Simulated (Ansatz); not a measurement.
**Run report: Ta2N, geometry relaxation (part 1 of 2)**

- system: Ta2N (9 atoms in the cell)
- method: DFT PBEsol, scalar-relativistic, plane waves, PAW, no spin polarisation (Ansatz 0.2.0)

The structure derives from a Materials Project entry. It belongs to a series of runs on one base structure; here: volume × 0.97, shape and atoms relaxed. Figures and captions count atoms from 1; the log counts them from 0 in places.

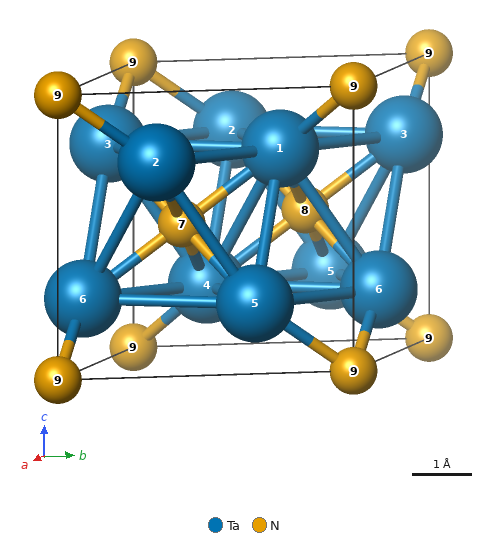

The structure as given in the input (ball-and-stick view of the cell of the calculation, seen slightly off an axis; atoms are numbered from 1 in the order of the input). An atom can appear more than once, as a periodic image. Near neighbours in the periodic cell (some may lie outside the picture): Ta has 3 N at 2.11 to 2.13 Å and 12 Ta at 2.97 to 3.01 Å; N has 6 Ta at 2.11 to 2.13 Å.

Key numbers:

```tsv
quantity	value
outcome	converged
space group (tolerance 0.01 Å)	P-31m (162)
electrons treated	93
free energy	−59983.8341 eV
Fermi energy	20.775 eV
gap on the k-point mesh	none (metallic)
pressure	9.81 GPa
final volume	114.36 Å³
largest force (length of the vector) at the end	0.001 eV/Å
final cell	a = 5.209 Å, b = 5.209 Å, c = 4.867 Å, α = 90.00°, β = 90.00°, γ = 120.00°
hardware	2 threads of Arm Neoverse V1, 24 GiB of memory available, shared host
wall time	2.3 min (CPU time 4.6 min)
peak memory	0.83 GiB
```

Spin–orbit coupling is left out, which matters for Ta. The cell holds an odd number of electrons but the run has no spin polarisation, so a band is left half filled. The cell is under a pressure of 9.8 GPa at this level, so it is not at its equilibrium volume.

Input:
```yaml
crystal:
  lattice:
    - [5.2109214525, 0.0, 0.0]
    - [-2.6054607262, 4.512790355, 0.0]
    - [0.0, 0.0, 4.8629764229]
  atoms:
    - { symbol: Ta, position: [0.6668041056, 0.6668041056, 0.7527922739] }
    - { symbol: Ta, position: [0.0, 0.3331958944, 0.7527922739] }
    - { symbol: Ta, position: [0.3331958944, 0.0, 0.7527922739] }
    - { symbol: Ta, position: [0.3331958944, 0.3331958944, 0.2472077261] }
    - { symbol: Ta, position: [0.0, 0.6668041056, 0.2472077261] }
    - { symbol: Ta, position: [0.6668041056, 0.0, 0.2472077261] }
    - { symbol: "N", position: [0.6666666667, 0.3333333333, 0.5] }
    - { symbol: "N", position: [0.3333333333, 0.6666666667, 0.5] }
    - { symbol: "N", position: [0.0, 0.0, 0.0] }
basis:
  ecutwfc: 420
kpoints:
  mp_grid: { grid: [12, 12, 8] }
hamiltonian:
  xc: pbesol
scf:
  occupations: { method: gaussian, width: 0.1 }
output:
  forces: true
  stress: true
  eigenvalues: true
  write_density: true
  write_potential: true
  elf: true
  volumetric_format: npy
relax:
  adjacent_minimum: "off"
  f_tol: 0.01
  max_steps: 30
  cell: { stress_tol: 0.1, fix: [volume] }
```

Command:
```bash
ansatz run input.yaml --threads 2 --pin off --max-ram 5120MiB --backend cpu --events-out ev --progress --plain --runs-dir out
```

The program's output:
```
Engine: ansatz 0.2.0, aarch64-unknown-linux-gnu
Pseudopotentials: kind: paw
Pseudopotential: Ta, paw, valence charge 13, recommended cutoff 420 eV (normal), Ta.paw.azcp
Pseudopotential: N, paw, valence charge 5, recommended cutoff 420 eV (normal), N.paw.azcp
Functional definition: PBEsol
  exchange = pbesol_x
  correlation = pbesol_c
Crystal: 9 atoms, lattice volume = 114.357 Å³
Basis set: ecut = 420 eV, 2243 PW (Γ), exchange–correlation on 72×72×72 points (8 copies of the dense FFT grid, shifted against one another)
Bands: 56, of which v1, the nominal top of the filled ones, is band 47 counted from 1 (46 counted from 0)
Symmetry: 12 space group operations
Space group: P-31m (ITA 162), of the structure as read, at distance tolerance 4.9e-5 Å
k-points: 131 of 1152
Non-local potential: Ta, projectors of the file, l = 0: 3, l = 1: 2, l = 2: 2, l = 3: 1
Non-local potential: N, projectors of the file, l = 0: 2, l = 1: 2, l = 2: 1
PAW form: soft (Blöchl's): semilocal exchange-correlation on the pseudo side does not see the compensation charge
PAW frozen core: Ta, regenerated for the run's functional, and the local potential with it (the file was generated under x = pbe(κ = 0.804, μ = 0.2195149727645171), c = pbe(β = 0.06672455060314922))
PAW frozen core: N, regenerated for the run's functional, and the local potential with it (the file was generated under x = pbe(κ = 0.804, μ = 0.2195149727645171), c = pbe(β = 0.06672455060314922))
PAW one-centre angular grid: Ta, 590 points (default); XC on 64 Gauss nodes
PAW one-centre angular grid: N, 110 points (default); XC on 64 Gauss nodes
Initial density: superposition of atomic densities (neutral atoms: chi_scale 0, normalization atom), corrected by the library's trained network
Initial wavefunctions: pseudopotential atomic-orbital guess
Functional: x = pbesol(κ = 0.804, μ = 0.12345679012345678), c = pbesol(β = 0.046)
SCF iter   1: F=—  HF=-59983.858036 eV  |F-HF|=—  |Δ(HF+E_count)|=         —  Δρ=1.02e-2  dr2=1.04e-1  ethr=1.77e-3  ⟨swp⟩=6.4  Hψ=29179  notcnv=0
preconditioner: auto → Kerker (q_TF=auto, 2.636 Å⁻¹)  [metal: Δε(μ)=0.012 eV  Ē_g=8.159 eV  σ=0.100 eV  W_gap=0.07  n_scr=28 (ndim 8)  ℏωp=23.3 eV  f_vac=0.000  D(μ)=2.54/eV (n_scr^D=20)]
SCF iter   2: F=—  HF=-59983.837495 eV  |F-HF|=—  |Δ(HF+E_count)|=   2.05e-2  Δρ=4.14e-3  dr2=1.90e-2  ethr=1.12e-4  ⟨swp⟩=2.0  Hψ=10592  notcnv=0  defer=3
SCF iter   3: F=—  HF=-59983.834921 eV  |F-HF|=—  |Δ(HF+E_count)|=   2.57e-3  Δρ=1.95e-3  dr2=5.33e-3  ethr=2.04e-5  ⟨swp⟩=1.1  Hψ=6987  notcnv=0  defer=3
SCF iter   4: F=—  HF=-59983.833640 eV  |F-HF|=—  |Δ(HF+E_count)|=   1.28e-3  Δρ=2.75e-4  dr2=1.08e-4  ethr=5.73e-6  ⟨swp⟩=2.0  Hψ=8384  notcnv=0  defer=3
SCF iter   5: F=—  HF=-59983.833622 eV  |F-HF|=—  |Δ(HF+E_count)|=   1.76e-5  Δρ=1.41e-4  dr2=1.98e-5  ethr=1.17e-7  ⟨swp⟩=2.0  Hψ=9944  notcnv=0  defer=3
SCF iter   6: F=—  HF=-59983.833623 eV  |F-HF|=—  |Δ(HF+E_count)|=   9.92e-7  Δρ=2.66e-5  dr2=6.90e-7  ethr=2.12e-8  ⟨swp⟩=2.0  Hψ=9807  notcnv=0  defer=3
SCF iter   7: F=-59983.833623 eV  HF=-59983.833623 eV  |F-HF|=2.56e-8  |Δ(HF+E_count)|=   9.48e-8  Δρ=5.83e-6  dr2=4.50e-8  ethr=1.08e-10  ⟨swp⟩=15.6  Hψ=51869  notcnv=0
SCF 1 converged in 7 iterations: F = -59983.833623 eV  dr2 = 4.50e-8
  greatest PAW one-centre occupation: 1.000 electrons in one spin orbital (limit 2), on the Ta atom at site 5 (counted from 0), in its partial waves of l = 0
relax step   1: F+E_penalty+E_count = -59983.83362281 eV  Δ(F+E_penalty+E_count) = +0.000e0 eV  max|allowed force component| = 5.593e-2 eV/Å  Δτ_max = 0.0000 Å  P = +9.852 GPa  Ω = 114.357 Å³  fix = [volume]  reactions: volume +9.852 GPa  (7 SCF iters, dr2 threshold 1.00e-7 eV, accepted)
Initial density: handed on by an earlier stage of this run
Initial wavefunctions: those handed on with the density
iter 1 solved again at ethr=6.80e-6 eV; its pass at ethr=3.10e-3 eV (dr2=6.32e-3 eV) is discarded
SCF iter   1: F=—  HF=-59983.834326 eV  |F-HF|=—  |Δ(HF+E_count)|=         —  Δρ=1.22e-3  dr2=6.02e-3  ethr=6.80e-6  ⟨swp⟩=2.2  Hψ=28655  notcnv=0
preconditioner: auto → Kerker (q_TF=auto, 2.636 Å⁻¹)  [metal: Δε(μ)=0.017 eV  Ē_g=8.189 eV  σ=0.100 eV  W_gap=0.10  n_scr=28 (ndim 8)  ℏωp=23.3 eV  f_vac=0.000  D(μ)=2.57/eV (n_scr^D=20)]
SCF iter   2: F=—  HF=-59983.833484 eV  |F-HF|=—  |Δ(HF+E_count)|=   8.42e-4  Δρ=7.47e-4  dr2=2.48e-3  ethr=6.47e-6  ⟨swp⟩=1.0  Hψ=7338  notcnv=0
SCF iter   3: F=—  HF=-59983.832828 eV  |F-HF|=—  |Δ(HF+E_count)|=   6.56e-4  Δρ=2.88e-4  dr2=1.71e-4  ethr=2.67e-6  ⟨swp⟩=2.0  Hψ=9296  notcnv=0
SCF iter   4: F=—  HF=-59983.832800 eV  |F-HF|=—  |Δ(HF+E_count)|=   2.86e-5  Δρ=6.88e-5  dr2=4.93e-6  ethr=1.84e-7  ⟨swp⟩=2.0  Hψ=10278  notcnv=0
SCF iter   5: F=—  HF=-59983.832799 eV  |F-HF|=—  |Δ(HF+E_count)|=   1.02e-6  Δρ=1.48e-5  dr2=3.37e-7  ethr=5.30e-9  ⟨swp⟩=2.0  Hψ=9740  notcnv=0
SCF iter   6: F=-59983.832799 eV  HF=-59983.832799 eV  |F-HF|=1.31e-8  |Δ(HF+E_count)|=   7.12e-8  Δρ=4.62e-6  dr2=2.12e-8  ethr=2.10e-10  ⟨swp⟩=11.7  Hψ=50934  notcnv=0
SCF 2 converged in 6 iterations: F = -59983.832799 eV  dr2 = 2.12e-8
relax step   2: F+E_penalty+E_count = -59983.83279861 eV  Δ(F+E_penalty+E_count) = +8.242e-4 eV  max|allowed force component| = 9.413e-2 eV/Å  Δτ_max = 0.0069 Å  P = +9.743 GPa  Ω = 114.357 Å³  energy of the carried Pulay correction = +1.456e-16 eV  fix = [volume]  (6 SCF iters, dr2 threshold 1.95e-7 eV, rejected (line search))
iter 1 solved again at ethr=2.73e-6 eV; its pass at ethr=3.10e-3 eV (dr2=2.54e-3 eV) is discarded
SCF iter   1: F=—  HF=-59983.834716 eV  |F-HF|=—  |Δ(HF+E_count)|=         —  Δρ=7.67e-4  dr2=2.40e-3  ethr=2.73e-6  ⟨swp⟩=1.9  Hψ=27789  notcnv=0
preconditioner: auto → Kerker (q_TF=auto, 2.636 Å⁻¹)  [metal: Δε(μ)=0.015 eV  Ē_g=8.198 eV  σ=0.100 eV  W_gap=0.08  n_scr=28 (ndim 8)  ℏωp=23.3 eV  f_vac=0.000  D(μ)=2.58/eV (n_scr^D=20)]
SCF iter   2: F=—  HF=-59983.834380 eV  |F-HF|=—  |Δ(HF+E_count)|=   3.36e-4  Δρ=4.72e-4  dr2=1.01e-3  ethr=2.58e-6  ⟨swp⟩=1.0  Hψ=7336  notcnv=0
SCF iter   3: F=—  HF=-59983.834116 eV  |F-HF|=—  |Δ(HF+E_count)|=   2.65e-4  Δρ=1.74e-4  dr2=5.95e-5  ethr=1.08e-6  ⟨swp⟩=2.0  Hψ=9282  notcnv=0
SCF iter   4: F=—  HF=-59983.834107 eV  |F-HF|=—  |Δ(HF+E_count)|=   8.40e-6  Δρ=4.26e-5  dr2=1.73e-6  ethr=6.40e-8  ⟨swp⟩=2.0  Hψ=10275  notcnv=0
SCF iter   5: F=—  HF=-59983.834108 eV  |F-HF|=—  |Δ(HF+E_count)|=   8.94e-8  Δρ=8.10e-6  dr2=5.32e-8  ethr=1.86e-9  ⟨swp⟩=2.7  Hψ=11713  notcnv=0
SCF iter   6: F=—  HF=-59983.834108 eV  |F-HF|=—  |Δ(HF+E_count)|=   8.60e-9  Δρ=2.34e-6  dr2=5.40e-9  ethr=5.72e-11  ⟨swp⟩=2.0  Hψ=10280  notcnv=0
SCF iter   7: F=—  HF=-59983.834108 eV  |F-HF|=—  |Δ(HF+E_count)|=  9.02e-10  Δρ=1.19e-6  dr2=1.74e-9  ethr=5.80e-12  ⟨swp⟩=2.0  Hψ=10256  notcnv=0
SCF iter   8: F=-59983.834108 eV  HF=-59983.834108 eV  |F-HF|=4.37e-11  |Δ(HF+E_count)|=  3.78e-10  Δρ=1.81e-7  dr2=4.18e-11  ethr=1.00e-12  ⟨swp⟩=5.8  Hψ=39050  notcnv=0
the search or the solves at the SCF's close seem to have found levels that the self-consistency loop had missed (the run counts 1). By its estimate they hold under 1e-12 electrons; where the run keeps them, the occupations were computed again with them
SCF 3 converged in 8 iterations: F = -59983.834108 eV  dr2 = 4.18e-11
  greatest PAW one-centre occupation: 1.000 electrons in one spin orbital (limit 2), on the Ta atom at site 4 (counted from 0), in its partial waves of l = 0
relax step   3: F+E_penalty+E_count = -59983.83410756 eV  Δ(F+E_penalty+E_count) = -4.848e-4 eV  max|allowed force component| = 1.267e-3 eV/Å  Δτ_max = 0.0025 Å  P = +9.806 GPa  Ω = 114.357 Å³  energy of the carried Pulay correction = +7.717e-15 eV  fix = [volume]  reactions: volume +9.806 GPa  (8 SCF iters, accepted)
Initial wavefunctions: pseudopotential atomic-orbital guess (no wavefunctions were taken with the density)
iter 1 solved again at ethr=4.41e-8 eV; its pass at ethr=3.10e-3 eV (dr2=4.10e-5 eV) is discarded
SCF iter   1: F=—  HF=-59983.834115 eV  |F-HF|=—  |Δ(HF+E_count)|=         —  Δρ=4.11e-6  dr2=2.03e-9  ethr=4.41e-8  ⟨swp⟩=4.1  Hψ=50633  notcnv=0
eigensolver tolerance schedule: the retry pair's looser diagonalisation over-reported the residual by 20188.01 of it (diagonalisation noise at 0.40 of the residual, at the tolerance the schedule requests for it); recorded, not acted on — ethr = c·dr2/N_el stays at c = 1.0e-1
preconditioner: auto → Kerker (q_TF=auto, 2.636 Å⁻¹)  [metal: Δε(μ)=0.017 eV  Ē_g=8.196 eV  σ=0.100 eV  W_gap=0.09  n_scr=28 (ndim 8)  ℏωp=23.3 eV  f_vac=0.000  D(μ)=2.57/eV (n_scr^D=20)]
SCF iter   2: F=—  HF=-59983.834122 eV  |F-HF|=—  |Δ(HF+E_count)|=   7.79e-6  Δρ=2.09e-6  dr2=5.19e-10  ethr=2.19e-12  ⟨swp⟩=3.7  Hψ=19679  notcnv=0
SCF iter   3: F=-59983.834122 eV  HF=-59983.834122 eV  |F-HF|=2.91e-11  |Δ(HF+E_count)|=   1.17e-9  Δρ=4.91e-7  dr2=8.11e-11  ethr=1.00e-12  ⟨swp⟩=10.5  Hψ=36215  notcnv=0
SCF 4 converged in 3 iterations: F = -59983.834122 eV  dr2 = 8.11e-11
relax step   4: F+E_penalty+E_count = -59983.83412241 eV  Δ(F+E_penalty+E_count) = -1.485e-5 eV  max|allowed force component| = 1.260e-3 eV/Å  Δτ_max = 0.0000 Å  P = +9.806 GPa  Ω = 114.357 Å³  fix = [volume]  reactions: volume +9.806 GPa  stress off target by 1.74e-2 GPa on what of the cell is left free  SCF on the basis re-selected at this cell (its energy is not comparable with the rows above)  (3 SCF iters)
```

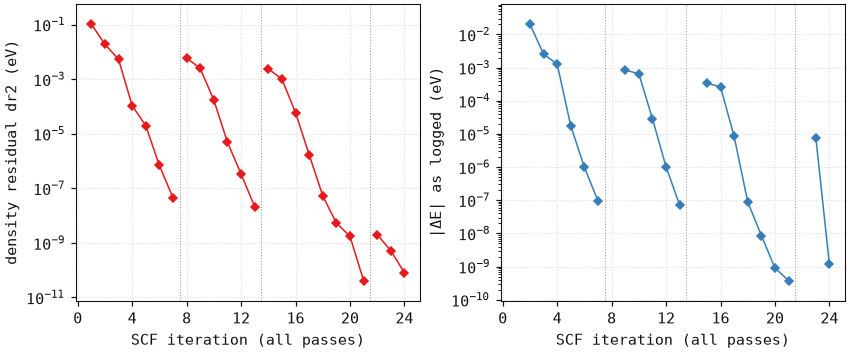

Convergence of the self-consistent field: density residual dr2 and size of the energy change against the SCF iteration. The dotted lines part the SCF passes of the relaxation: geometry steps, rejected trials and re-solves on a re-selected basis. The passes take 7, 6, 8 and 3 iterations.

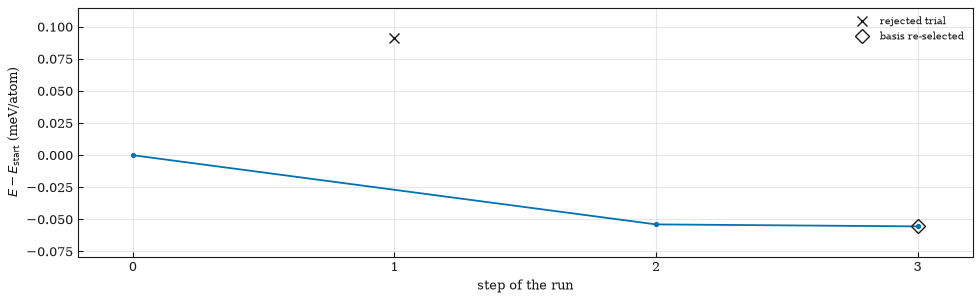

Progress of the relaxation, step by step (the first geometry is step 0 here and step 1 in the log). The energy falls by 0.1 meV per atom in 2 geometry steps. Largest force component: 0.056 eV/Å at the start, 0.0013 eV/Å at the end. The pressure goes from 9.85 to 9.81 GPa. The line search rejected the trial step at point 1 (counted from 0) and went back. No atom moves by more than 0.005 Å relative to the cell. Among the contacts that change: Ta1–Ta5 3.010 → 3.015 Å. The space group stays P-31m (No. 162). A last SCF at the same geometry on a re-selected plane-wave basis shifts the energy by next to nothing (0.0 meV per atom). (Atoms are counted from 1 in the order of the input.)

```
basis re-selected at this cell: Δ(F+E_penalty+E_count) = -1.485e-5 eV, ΔP = +0.000 GPa vs the last step (what re-selecting the basis moved, of the pressure what is left beyond the Pulay correction that the steps carried, after the strain that the cell walked since its last selection, with what the two solves' SCF thresholds leave and, on support functions, any second-order correction that the steps lacked; it is no measure of the basis error at this ecutwfc). This SCF's stress stands 1.74e-2 GPa from its target on what of the cell is left free (relax.cell.stress_tol is 1.00e-1 GPa) and its largest allowed force component is 1.26e-3 eV/Å (relax.f_tol is 1.00e-2 eV/Å): within both
SCF converged after 3 iterations
Free energy (F): -59983.834122 eV
Harris-Foulkes:  -59983.834122 eV  (|F-HF|=2.91e-11)
Internal energy: -59983.821255 eV  (E = F + TS)
E sigma→0 (E₀):  -59983.827688 eV
Entropy (-TS):   -0.012868 eV (-1.430 meV/atom)
Fermi energy:    20.774716 eV
```
